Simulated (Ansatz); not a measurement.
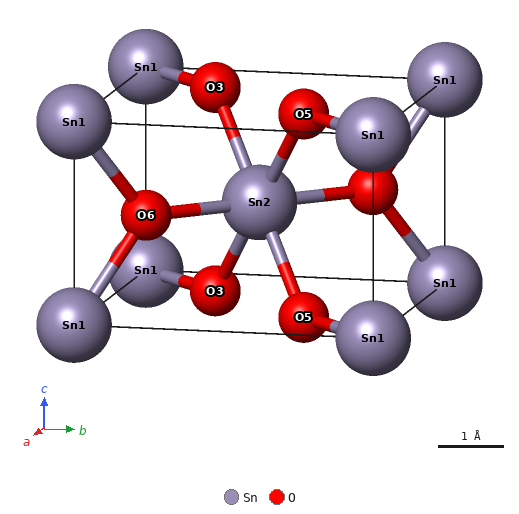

The structure as given in the input (ball-and-stick view of the cell of the calculation, seen slightly off an axis; atoms are numbered from 1 in the order of the input). An atom can appear more than once, as a periodic image. Near neighbours in the periodic cell (some may lie outside the picture): Sn has 6 O at 2.05 to 2.06 Å; O has 3 Sn at 2.05 to 2.06 Å.

# SnO$_{2}$: geometry relaxation (part 1 of 2)

SnO$_{2}$ (P4₂/mnm, 6 atoms in the cell), computed with DFT PBE+D3(BJ), scalar-relativistic, plane waves, PAW, no spin polarisation (Ansatz 0.2.0).

The structure derives from an entry of the Crystallography Open Database. Figures and captions count atoms from 1; the log counts them from 0 in places.

## Log
```
Engine: ansatz 0.2.0, aarch64-unknown-linux-gnu
Pseudopotentials: kind: paw
Pseudopotential: Sn, paw, valence charge 14, recommended cutoff 420 eV (normal), Sn.paw.azcp
Pseudopotential: O, paw, valence charge 6, recommended cutoff 420 eV (normal), O.paw.azcp
Functional definition: PBE
  parameter kappa = 0.804
  parameter beta = 0.06672455060314922
  exchange = pbe_x(kappa = kappa, mu = beta*pi^2/3)
  correlation = pbe_c(beta = beta)
Crystal: 6 atoms, lattice volume = 71.511 Å³
Basis set: ecut = 420 eV, 1411 PW (Γ), exchange–correlation on 64×64×48 points (8 copies of the dense FFT grid, shifted against one another)
Bands: 32, of which v1, the nominal top of the filled ones, is band 26 counted from 1 (25 counted from 0)
Symmetry: 16 space group operations
Space group: P42/mnm (ITA 136), of the structure as read, at distance tolerance 4.2e-5 Å
k-points: 50 of 288
Non-local potential: Sn, projectors of the file, l = 0: 2, l = 1: 2, l = 2: 2, l = 3: 2
Non-local potential: O, projectors of the file, l = 0: 2, l = 1: 2, l = 2: 1
PAW form: soft (Blöchl's): semilocal exchange-correlation on the pseudo side does not see the compensation charge
PAW one-centre angular grid: Sn, 590 points (default); XC on 64 Gauss nodes
PAW one-centre angular grid: O, 110 points (default); XC on 64 Gauss nodes
Initial density: superposition of atomic densities (neutral atoms: chi_scale 0, normalization atom), corrected by the library's trained network
Initial wavefunctions: pseudopotential atomic-orbital guess
Functional: x = pbe(κ = 0.804, μ = 0.2195149727645171), c = pbe(β = 0.06672455060314922)
SCF iter   1: F=—  HF=-14319.183061 eV  |F-HF|=—  |Δ(HF+E_count)|=         —  Δρ=1.09e-3  dr2=2.83e-4  ethr=1.77e-3  ⟨swp⟩=6.4  Hψ=7103  notcnv=0
preconditioner: auto → Resta (q_TF=auto, 2.587 Å⁻¹)  ε∞=3.6  [insulator: Δε(μ)=1.253 eV  Ē_g=19.761 eV  σ=0.020 eV  W_gap=1.00  n_scr=18 (ndim 8)  ℏωp=31.7 eV  f_vac=0.026  D(μ)=0.00/eV (n_scr^D=0)  ε∞_Penn≈3.6]
SCF iter   2: F=—  HF=-14319.184514 eV  |F-HF|=—  |Δ(HF+E_count)|=   1.45e-3  Δρ=5.86e-4  dr2=7.83e-5  ethr=5.44e-7  ⟨swp⟩=2.8  Hψ=3607  notcnv=0  defer=38
SCF iter   3: F=—  HF=-14319.184797 eV  |F-HF|=—  |Δ(HF+E_count)|=   2.83e-4  Δρ=1.97e-4  dr2=1.86e-5  ethr=1.51e-7  ⟨swp⟩=2.6  Hψ=2525  notcnv=0  defer=38
SCF iter   4: F=—  HF=-14319.184816 eV  |F-HF|=—  |Δ(HF+E_count)|=   1.88e-5  Δρ=4.27e-5  dr2=6.34e-7  ethr=3.57e-8  ⟨swp⟩=2.0  Hψ=2119  notcnv=0  defer=38
iter 5 did not close the SCF: its close was put off for the readings that it lacked (scf_convergence_deferred on its scf_iter line)
SCF iter   5: F=-14319.184817 eV  HF=-14319.184817 eV  |F-HF|=1.78e-7  |Δ(HF+E_count)|=   1.20e-6  Δρ=1.36e-5  dr2=7.31e-8  ethr=1.22e-9  ⟨swp⟩=2.0  Hψ=2663  notcnv=0  defer=38
SCF iter   6: F=-14319.184817 eV  HF=-14319.184817 eV  |F-HF|=8.73e-9  |Δ(HF+E_count)|=   1.90e-7  Δρ=3.46e-6  dr2=4.72e-9  ethr=1.41e-10  ⟨swp⟩=10.4  Hψ=11190  notcnv=0
SCF 1 converged in 6 iterations: F = -14319.184817 eV  dr2 = 4.72e-9
  greatest PAW one-centre occupation: 0.996 electrons in one spin orbital (limit 2), on the Sn atom at site 1 (counted from 0), in its partial waves of l = 2
relax step   1: F+E_penalty+E_count = -14319.18481694 eV  Δ(F+E_penalty+E_count) = +0.000e0 eV  max|allowed force component| = 2.894e-2 eV/Å  Δτ_max = 0.0000 Å  P = +7.701 GPa  Ω = 71.511 Å³  (6 SCF iters, dr2 threshold 1.00e-7 eV, accepted)
Crystal: 6 atoms, lattice volume = 73.972 Å³
Basis set: ecut = 420 eV, 1443 PW (Γ), exchange–correlation on 64×64×48 points (8 copies of the dense FFT grid, shifted against one another)
Initial density: handed on by an earlier stage of this run
Initial wavefunctions: those handed on with the density
iter 1 solved again at ethr=5.45e-5 eV; its pass at ethr=3.10e-3 eV (dr2=2.83e-2 eV) is discarded
SCF iter   1: F=—  HF=-14319.240274 eV  |F-HF|=—  |Δ(HF+E_count)|=         —  Δρ=6.76e-3  dr2=2.77e-2  ethr=5.45e-5  ⟨swp⟩=1.8  Hψ=8302  notcnv=0
preconditioner: auto → Resta (q_TF=auto, 2.573 Å⁻¹)  ε∞=3.6  [insulator: Δε(μ)=0.836 eV  Ē_g=19.394 eV  σ=0.020 eV  W_gap=1.00  n_scr=18 (ndim 8)  ℏωp=31.1 eV  f_vac=0.038  D(μ)=0.00/eV (n_scr^D=0)  ε∞_Penn≈3.6]
SCF iter   2: F=—  HF=-14319.232548 eV  |F-HF|=—  |Δ(HF+E_count)|=   7.73e-3  Δρ=1.84e-3  dr2=2.01e-3  ethr=5.33e-5  ⟨swp⟩=2.0  Hψ=2482  notcnv=0
SCF iter   3: F=—  HF=-14319.232339 eV  |F-HF|=—  |Δ(HF+E_count)|=   2.08e-4  Δρ=9.08e-4  dr2=6.17e-4  ethr=3.87e-6  ⟨swp⟩=2.0  Hψ=2311  notcnv=0
SCF iter   4: F=—  HF=-14319.232360 eV  |F-HF|=—  |Δ(HF+E_count)|=   2.07e-5  Δρ=1.68e-4  dr2=2.80e-5  ethr=1.19e-6  ⟨swp⟩=2.2  Hψ=2909  notcnv=0
SCF iter   5: F=—  HF=-14319.232358 eV  |F-HF|=—  |Δ(HF+E_count)|=   2.01e-6  Δρ=5.23e-5  dr2=1.59e-6  ethr=5.38e-8  ⟨swp⟩=3.0  Hψ=2931  notcnv=0
SCF iter   6: F=-14319.232360 eV  HF=-14319.232360 eV  |F-HF|=5.16e-8  |Δ(HF+E_count)|=   2.33e-6  Δρ=6.68e-6  dr2=3.05e-8  ethr=1.15e-9  ⟨swp⟩=10.6  Hψ=12201  notcnv=0
SCF 2 converged in 6 iterations: F = -14319.232360 eV  dr2 = 3.05e-8
  greatest PAW one-centre occupation: 0.996 electrons in one spin orbital (limit 2), on the Sn atom at site 0 (counted from 0), in its partial waves of l = 2
relax step   2: F+E_penalty+E_count = -14319.23236041 eV  Δ(F+E_penalty+E_count) = -4.754e-2 eV  max|allowed force component| = 1.047e-2 eV/Å  Δτ_max = 0.0045 Å  P = +0.256 GPa  Ω = 73.972 Å³  energy of the carried Pulay correction = -1.273e-2 eV  (6 SCF iters, dr2 threshold 6.00e-7 eV, accepted)
Crystal: 6 atoms, lattice volume = 74.102 Å³
Basis set: ecut = 420 eV, 1439 PW (Γ), exchange–correlation on 64×64×48 points (8 copies of the dense FFT grid, shifted against one another)
iter 1 solved again at ethr=2.05e-7 eV; its pass at ethr=3.10e-3 eV (dr2=1.07e-4 eV) is discarded
SCF iter   1: F=—  HF=-14319.231888 eV  |F-HF|=—  |Δ(HF+E_count)|=         —  Δρ=5.78e-4  dr2=1.20e-4  ethr=2.05e-7  ⟨swp⟩=3.0  Hψ=8720  notcnv=0
preconditioner: auto → Resta (q_TF=auto, 2.572 Å⁻¹)  ε∞=3.6  [insulator: Δε(μ)=0.850 eV  Ē_g=19.415 eV  σ=0.020 eV  W_gap=1.00  n_scr=18 (ndim 8)  ℏωp=31.1 eV  f_vac=0.033  D(μ)=0.00/eV (n_scr^D=0)  ε∞_Penn≈3.6]
SCF iter   2: F=—  HF=-14319.231857 eV  |F-HF|=—  |Δ(HF+E_count)|=   3.03e-5  Δρ=2.84e-4  dr2=3.06e-5  ethr=2.05e-7  ⟨swp⟩=2.6  Hψ=2260  notcnv=0
SCF iter   3: F=—  HF=-14319.231855 eV  |F-HF|=—  |Δ(HF+E_count)|=   2.16e-6  Δρ=8.41e-5  dr2=4.83e-6  ethr=5.88e-8  ⟨swp⟩=2.5  Hψ=2740  notcnv=0
SCF iter   4: F=-14319.231855 eV  HF=-14319.231855 eV  |F-HF|=1.12e-7  |Δ(HF+E_count)|=   3.36e-7  Δρ=2.31e-5  dr2=2.62e-7  ethr=8.00e-10  ⟨swp⟩=7.7  Hψ=11342  notcnv=0
SCF 3 converged in 4 iterations: F = -14319.231855 eV  dr2 = 2.62e-7
relax step   3: F+E_penalty+E_count = -14319.23185504 eV  Δ(F+E_penalty+E_count) = +5.054e-4 eV  max|allowed force component| = 2.383e-2 eV/Å  Δτ_max = 0.0025 Å  P = -0.040 GPa  Ω = 74.102 Å³  energy of the carried Pulay correction = -1.339e-2 eV  (4 SCF iters, dr2 threshold 4.16e-7 eV, accepted)
Crystal: 6 atoms, lattice volume = 74.085 Å³
Basis set: ecut = 420 eV, 1447 PW (Γ), exchange–correlation on 64×64×48 points (8 copies of the dense FFT grid, shifted against one another)
iter 1 solved again at ethr=3.17e-8 eV; its pass at ethr=3.10e-3 eV (dr2=1.65e-5 eV) is discarded
SCF iter   1: F=—  HF=-14319.232096 eV  |F-HF|=—  |Δ(HF+E_count)|=         —  Δρ=2.62e-4  dr2=1.79e-5  ethr=3.17e-8  ⟨swp⟩=3.0  Hψ=8472  notcnv=0
preconditioner: auto → Resta (q_TF=auto, 2.572 Å⁻¹)  ε∞=3.6  [insulator: Δε(μ)=0.852 eV  Ē_g=19.416 eV  σ=0.020 eV  W_gap=1.00  n_scr=18 (ndim 8)  ℏωp=31.1 eV  f_vac=0.031  D(μ)=0.00/eV (n_scr^D=0)  ε∞_Penn≈3.6]
SCF iter   2: F=—  HF=-14319.232080 eV  |F-HF|=—  |Δ(HF+E_count)|=   1.58e-5  Δρ=1.35e-4  dr2=5.31e-6  ethr=3.17e-8  ⟨swp⟩=1.0  Hψ=1616  notcnv=0
SCF iter   3: F=—  HF=-14319.232079 eV  |F-HF|=—  |Δ(HF+E_count)|=   6.98e-7  Δρ=1.96e-5  dr2=2.05e-7  ethr=1.02e-8  ⟨swp⟩=2.0  Hψ=2258  notcnv=0
SCF iter   4: F=-14319.232079 eV  HF=-14319.232079 eV  |F-HF|=5.87e-9  |Δ(HF+E_count)|=   1.51e-8  Δρ=7.93e-6  dr2=2.88e-8  ethr=6.83e-11  ⟨swp⟩=9.6  Hψ=10421  notcnv=0
SCF 4 converged in 4 iterations: F = -14319.232079 eV  dr2 = 2.88e-8
relax step   4: F+E_penalty+E_count = -14319.23207910 eV  Δ(F+E_penalty+E_count) = -2.241e-4 eV  max|allowed force component| = 5.379e-3 eV/Å  Δτ_max = 0.0014 Å  P = -0.001 GPa  Ω = 74.085 Å³  energy of the carried Pulay correction = -1.330e-2 eV  (4 SCF iters, dr2 threshold 3.55e-8 eV, accepted)
Crystal: 6 atoms, lattice volume = 74.090 Å³
iter 1 solved again at ethr=1.81e-9 eV; its pass at ethr=3.10e-3 eV (dr2=9.39e-7 eV) is discarded
SCF iter   1: F=—  HF=-14319.232073 eV  |F-HF|=—  |Δ(HF+E_count)|=         —  Δρ=5.12e-5  dr2=1.12e-6  ethr=1.81e-9  ⟨swp⟩=2.9  Hψ=7966  notcnv=0
preconditioner: auto → Resta (q_TF=auto, 2.572 Å⁻¹)  ε∞=3.6  [insulator: Δε(μ)=0.853 eV  Ē_g=19.415 eV  σ=0.020 eV  W_gap=1.00  n_scr=18 (ndim 8)  ℏωp=31.1 eV  f_vac=0.032  D(μ)=0.00/eV (n_scr^D=0)  ε∞_Penn≈3.6]
SCF iter   2: F=—  HF=-14319.232060 eV  |F-HF|=—  |Δ(HF+E_count)|=   1.31e-5  Δρ=2.75e-5  dr2=3.38e-7  ethr=1.81e-9  ⟨swp⟩=2.3  Hψ=2374  notcnv=0
SCF iter   3: F=—  HF=-14319.232059 eV  |F-HF|=—  |Δ(HF+E_count)|=   7.78e-8  Δρ=4.69e-6  dr2=1.07e-8  ethr=6.51e-10  ⟨swp⟩=2.0  Hψ=2200  notcnv=0
SCF iter   4: F=-14319.232059 eV  HF=-14319.232059 eV  |F-HF|=1.04e-10  |Δ(HF+E_count)|=   2.14e-9  Δρ=1.52e-6  dr2=8.57e-10  ethr=3.48e-12  ⟨swp⟩=7.8  Hψ=9151  notcnv=0
SCF 5 converged in 4 iterations: F = -14319.232059 eV  dr2 = 8.57e-10
relax step   5: F+E_penalty+E_count = -14319.23205945 eV  Δ(F+E_penalty+E_count) = +1.965e-5 eV  max|allowed force component| = 7.970e-4 eV/Å  Δτ_max = 0.0003 Å  P = -0.000 GPa  Ω = 74.090 Å³  energy of the carried Pulay correction = -1.333e-2 eV  (4 SCF iters, dr2 threshold 1.81e-9 eV, accepted)
Basis set: ecut = 420 eV, 1447 PW (Γ), exchange–correlation on 72×72×48 points (8 copies of the dense FFT grid, shifted against one another)
Initial wavefunctions: pseudopotential atomic-orbital guess (no wavefunctions were taken with the density)
iter 1 solved again at ethr=4.15e-8 eV; its pass at ethr=3.10e-3 eV (dr2=2.16e-5 eV) is discarded
SCF iter   1: F=—  HF=-14319.247657 eV  |F-HF|=—  |Δ(HF+E_count)|=         —  Δρ=3.86e-4  dr2=1.38e-5  ethr=4.15e-8  ⟨swp⟩=3.6  Hψ=11826  notcnv=0
preconditioner: auto → Resta (q_TF=auto, 2.572 Å⁻¹)  ε∞=3.6  [insulator: Δε(μ)=0.854 eV  Ē_g=19.415 eV  σ=0.020 eV  W_gap=1.00  n_scr=18 (ndim 8)  ℏωp=31.1 eV  f_vac=0.031  D(μ)=0.00/eV (n_scr^D=0)  ε∞_Penn≈3.6]
SCF iter   2: F=—  HF=-14319.247831 eV  |F-HF|=—  |Δ(HF+E_count)|=   1.74e-4  Δρ=1.87e-4  dr2=3.66e-6  ethr=2.66e-8  ⟨swp⟩=2.1  Hψ=2323  notcnv=0
SCF iter   3: F=—  HF=-14319.247894 eV  |F-HF|=—  |Δ(HF+E_count)|=   6.26e-5  Δρ=6.28e-5  dr2=3.25e-7  ethr=7.03e-9  ⟨swp⟩=2.4  Hψ=2222  notcnv=0
SCF iter   4: F=—  HF=-14319.247900 eV  |F-HF|=—  |Δ(HF+E_count)|=   6.40e-6  Δρ=3.02e-6  dr2=2.47e-9  ethr=6.25e-10  ⟨swp⟩=2.0  Hψ=2400  notcnv=0
SCF iter   5: F=—  HF=-14319.247900 eV  |F-HF|=—  |Δ(HF+E_count)|=   1.03e-8  Δρ=4.85e-7  dr2=8.46e-11  ethr=4.76e-12  ⟨swp⟩=2.0  Hψ=2895  notcnv=0
SCF iter   6: F=-14319.247900 eV  HF=-14319.247900 eV  |F-HF|=2.18e-11  |Δ(HF+E_count)|=  3.27e-11  Δρ=1.44e-7  dr2=8.78e-12  ethr=1.00e-12  ⟨swp⟩=6.0  Hψ=7443  notcnv=0
SCF 6 converged in 6 iterations: F = -14319.247900 eV  dr2 = 8.78e-12
relax step   6: F+E_penalty+E_count = -14319.24790036 eV  Δ(F+E_penalty+E_count) = -1.584e-2 eV  max|allowed force component| = 1.075e-3 eV/Å  Δτ_max = 0.0000 Å  P = +0.313 GPa  Ω = 74.090 Å³  stress off target by 3.25e-1 GPa  SCF on the basis re-selected at this cell (its energy is not comparable with the rows above)  (6 SCF iters)
basis re-selected at this cell: Δ(F+E_penalty+E_count) = -1.584e-2 eV, ΔP = +0.314 GPa vs the last step (what re-selecting the basis moved, of the pressure what is left beyond the Pulay correction that the steps carried, after the strain that the cell walked since its last selection, with what the two solves' SCF thresholds leave and, on support functions, any second-order correction that the steps lacked; it is no measure of the basis error at this ecutwfc). The dense FFT grid was sized anew with the basis: this SCF ran on 36×36×24 points, the steps before it on 32×32×24, so part of this shift can come from that change (see relax.cell in the input reference). This SCF's stress stands 3.25e-1 GPa from its target on what of the cell is left free (relax.cell.stress_tol is 5.00e-2 GPa) and its largest allowed force component is 1.08e-3 eV/Å (relax.f_tol is 5.00e-3 eV/Å): not within both, so this SCF does not close the relaxation
Crystal: 6 atoms, lattice volume = 74.215 Å³
iter 1 solved again at ethr=1.07e-7 eV; its pass at ethr=3.10e-3 eV (dr2=5.59e-5 eV) is discarded
SCF iter   1: F=—  HF=-14319.247435 eV  |F-HF|=—  |Δ(HF+E_count)|=         —  Δρ=3.05e-4  dr2=5.66e-5  ethr=1.07e-7  ⟨swp⟩=2.0  Hψ=7848  notcnv=0
preconditioner: auto → Resta (q_TF=auto, 2.571 Å⁻¹)  ε∞=3.6  [insulator: Δε(μ)=0.836 eV  Ē_g=19.400 eV  σ=0.020 eV  W_gap=1.00  n_scr=18 (ndim 8)  ℏωp=31.1 eV  f_vac=0.033  D(μ)=0.00/eV (n_scr^D=0)  ε∞_Penn≈3.6]
SCF iter   2: F=—  HF=-14319.247385 eV  |F-HF|=—  |Δ(HF+E_count)|=   5.05e-5  Δρ=9.22e-5  dr2=4.80e-6  ethr=1.07e-7  ⟨swp⟩=2.0  Hψ=2180  notcnv=0
SCF iter   3: F=—  HF=-14319.247384 eV  |F-HF|=—  |Δ(HF+E_count)|=   3.31e-7  Δρ=4.43e-5  dr2=1.36e-6  ethr=9.23e-9  ⟨swp⟩=2.4  Hψ=2347  notcnv=0
SCF iter   4: F=-14319.247384 eV  HF=-14319.247384 eV  |F-HF|=3.02e-8  |Δ(HF+E_count)|=   9.77e-8  Δρ=8.17e-6  dr2=6.75e-8  ethr=5.09e-10  ⟨swp⟩=7.0  Hψ=11134  notcnv=0
SCF 7 converged in 4 iterations: F = -14319.247384 eV  dr2 = 6.75e-8
relax step   7: F+E_penalty+E_count = -14319.24738432 eV  Δ(F+E_penalty+E_count) = +5.160e-4 eV  max|allowed force component| = 1.184e-4 eV/Å  Δτ_max = 0.0003 Å  P = +0.009 GPa  Ω = 74.215 Å³  energy of the carried Pulay correction = -6.463e-4 eV  (4 SCF iters, dr2 threshold 2.65e-7 eV, accepted)
iter 1 solved again at ethr=1.88e-8 eV; its pass at ethr=3.10e-3 eV (dr2=9.80e-6 eV) is discarded
SCF iter   1: F=—  HF=-14319.247879 eV  |F-HF|=—  |Δ(HF+E_count)|=         —  Δρ=1.42e-5  dr2=7.96e-8  ethr=1.88e-8  ⟨swp⟩=3.6  Hψ=11877  notcnv=0
preconditioner: auto → Resta (q_TF=auto, 2.571 Å⁻¹)  ε∞=3.6  [insulator: Δε(μ)=0.837 eV  Ē_g=19.401 eV  σ=0.020 eV  W_gap=1.00  n_scr=18 (ndim 8)  ℏωp=31.1 eV  f_vac=0.032  D(μ)=0.00/eV (n_scr^D=0)  ε∞_Penn≈3.6]
SCF iter   2: F=—  HF=-14319.247844 eV  |F-HF|=—  |Δ(HF+E_count)|=   3.47e-5  Δρ=7.48e-6  dr2=3.41e-8  ethr=1.53e-10  ⟨swp⟩=2.5  Hψ=2884  notcnv=0
SCF iter   3: F=—  HF=-14319.247844 eV  |F-HF|=—  |Δ(HF+E_count)|=   2.62e-8  Δρ=3.36e-6  dr2=6.05e-9  ethr=6.55e-11  ⟨swp⟩=2.0  Hψ=2171  notcnv=0
SCF iter   4: F=—  HF=-14319.247844 eV  |F-HF|=—  |Δ(HF+E_count)|=   1.51e-9  Δρ=7.51e-7  dr2=2.71e-10  ethr=1.16e-11  ⟨swp⟩=2.0  Hψ=2196  notcnv=0
SCF iter   5: F=-14319.247844 eV  HF=-14319.247844 eV  |F-HF|=1.82e-11  |Δ(HF+E_count)|=  3.55e-10  Δρ=1.70e-7  dr2=1.19e-11  ethr=1.00e-12  ⟨swp⟩=7.0  Hψ=7971  notcnv=0
SCF 8 converged in 5 iterations: F = -14319.247844 eV  dr2 = 1.19e-11
relax step   8: F+E_penalty+E_count = -14319.24784407 eV  Δ(F+E_penalty+E_count) = -4.598e-4 eV  max|allowed force component| = 1.891e-4 eV/Å  Δτ_max = 0.0000 Å  P = +0.015 GPa  Ω = 74.215 Å³  stress off target by 1.99e-2 GPa  SCF on the basis re-selected at this cell (its energy is not comparable with the rows above)  (5 SCF iters)
```

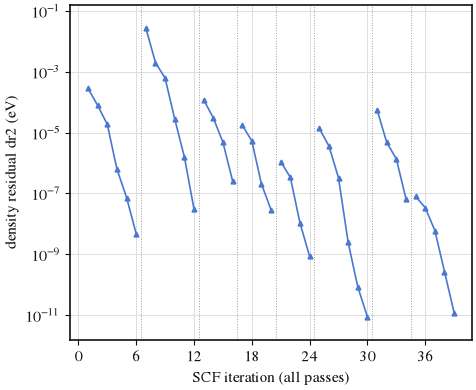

Convergence of the self-consistent field: density residual dr2 against the SCF iteration. The dotted lines part the SCF passes of the relaxation: geometry steps, rejected trials and re-solves on a re-selected basis. The 8 passes take 4 to 6 iterations each, 39 in all.

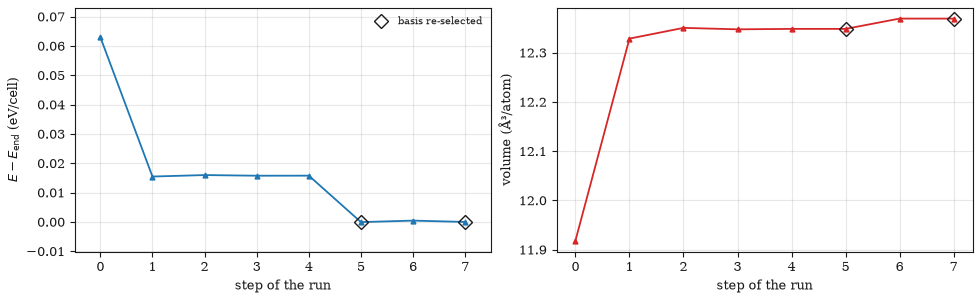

Progress of the relaxation, step by step (the first geometry is step 0 here and step 1 in the log).
